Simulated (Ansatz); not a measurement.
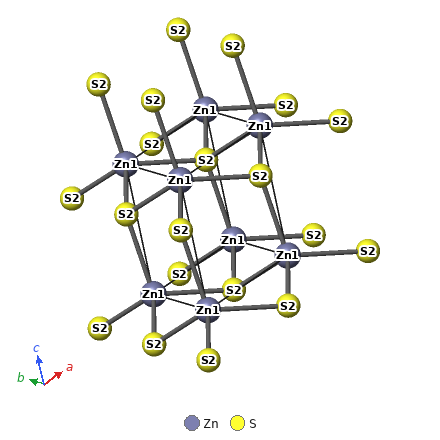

The system is ZnS (F-43m, No. 216; 2 atoms in the cell); the picture shows the reference structure. The cell is strained homogeneously, by one strain along x and y and another along z, with fractional coordinates fixed (x, y and z along the cube axes). The first coordinate is: strain along x and y; the second: strain along z. Grid: 5 × 5 points. Points are written as (first, second). Energies are in meV/atom, from the lowest grid point. The reference cell is the one listed in the database, not relaxed at this level. These are results of Ansatz, DFT r2SCAN, scalar-relativistic, plane waves, PAW, not measurements. Settings: cutoff 500 eV, k-mesh 8×8×8, gaussian smearing 0.05 eV, no spin polarisation.

Its coordinates:

```
CELL_PARAMETERS angstrom
0.00000 2.70465 2.70465
2.70465 0.00000 2.70465
2.70465 2.70465 0.00000
ATOMIC_POSITIONS crystal
Zn 0.00000 0.00000 0.00000
S 0.75000 0.75000 0.75000
```

Range: strain along x and y from −3.0 to 3.0 %; strain along z from −3.0 to 3.0 %.

### What will the energy surface look like?

The lowest grid point is at (0.0 %, −1.5 %). The bottom of the well lies between grid points, at about (−0.4 %, −0.4 %), about 0.45 meV/atom lower on the interpolated surface. It is the only kind of minimum in the scanned range. The highest grid point, (3.0 %, 3.0 %), lies 43.9 meV/atom above the lowest. Round the minimum the valley is strongly tilted: raising strain along x and y shifts the best value of strain along z downwards (coupling k₁₂/√(k₁₁k₂₂) about 0.7). The gap on the k-mesh is 2.7 eV at the lowest point and runs from 2.3 to 3.1 eV over the map.

```tsv
strain along z ↓, strain along x and y →	−3.0	−1.5	0.0	1.5	3.0
3.0	8.2	3.9	9.0	22.6	43.9
1.5	9.1	1.3	3.2	13.9	32.6
0.0	13.4	1.7	0.1	7.8	23.7
−1.5	21.1	5.3	0.0	4.3	17.2
−3.0	32.4	12.1	2.9	3.5	13.2
```

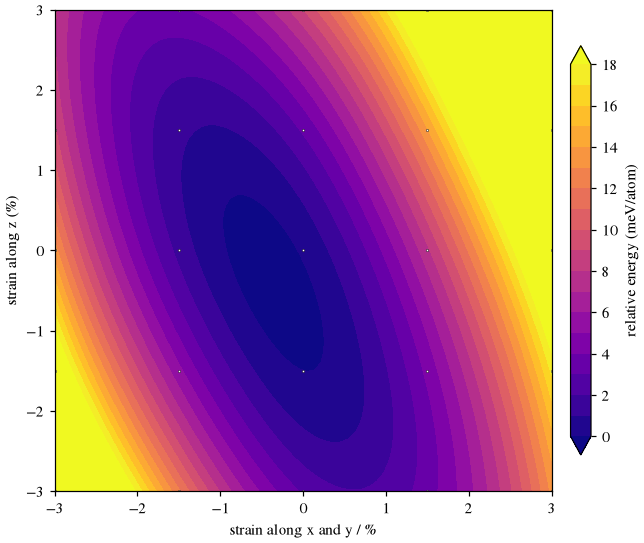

Drawn: filled contours, dots at the grid points, one colour for all values above the top of the scale. Between grid points the surface is interpolated.
